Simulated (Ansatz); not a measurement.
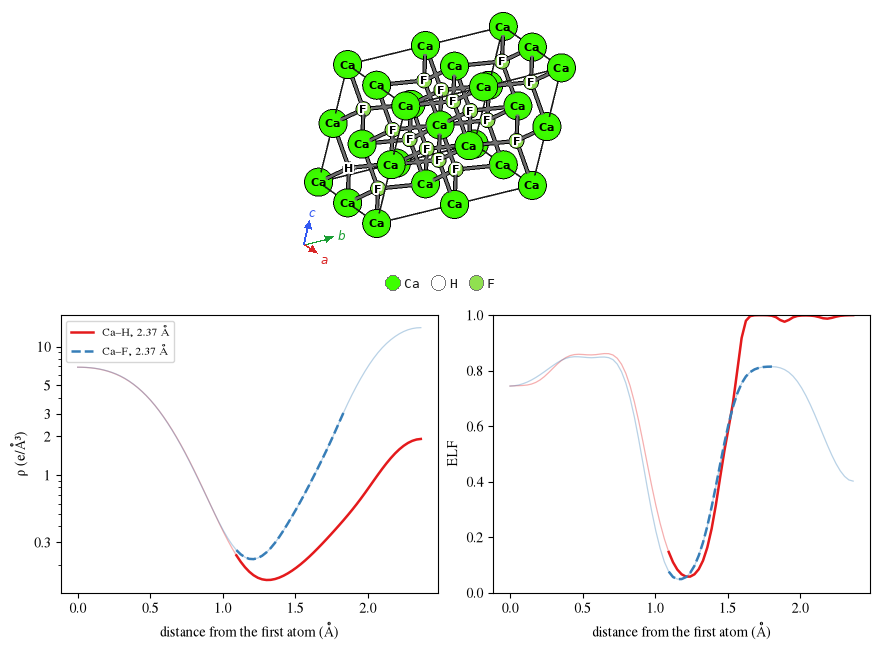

Figure. Ca$_{8}$HF$_{15}$ (cell with a defect). Valence electron density and electron localisation function along straight lines between neighbouring atoms. Thin, pale parts lie inside the atomic spheres. The structure is drawn too.

All numbers below come from DFT, PBE, plane-wave PAW, default files, scalar-relativistic in Ansatz 0.2.0.

The density is the valence pseudo-density of a PAW calculation; it isn't the true density close to the nuclei.

```
Ca H F
1.0
     0.00000    5.46200    5.46200
     5.46200    0.00000    5.46200
     5.46200    5.46200    0.00000
Ca H F
8 1 15
Direct
  0.00000 0.00000 0.00000
  0.00000 0.00000 0.50000
  0.00000 0.50000 0.00000
  0.00000 0.50000 0.50000
  0.50000 0.00000 0.00000
  0.50000 0.00000 0.50000
  0.50000 0.50000 0.00000
  0.50000 0.50000 0.50000
  0.12500 0.12500 0.12500
  0.12500 0.12500 0.62500
  0.12500 0.62500 0.12500
  0.12500 0.62500 0.62500
  0.62500 0.12500 0.12500
  0.62500 0.12500 0.62500
  0.62500 0.62500 0.12500
  0.62500 0.62500 0.62500
  0.37500 0.37500 0.37500
  0.37500 0.37500 0.87500
  0.37500 0.87500 0.37500
  0.37500 0.87500 0.87500
  0.87500 0.37500 0.37500
  0.87500 0.37500 0.87500
  0.87500 0.87500 0.37500
  0.87500 0.87500 0.87500
```

Question: Compare the contacts.

Answer: Ca–H (2.37 Å): ρ is about 0.18 e/Å³ halfway; the ELF climbs to about 1 towards the hydrogen.
Ca–F (2.37 Å): ρ is about 0.22 e/Å³ halfway; the ELF is about 0.05 at the midpoint (a largely ionic contact).
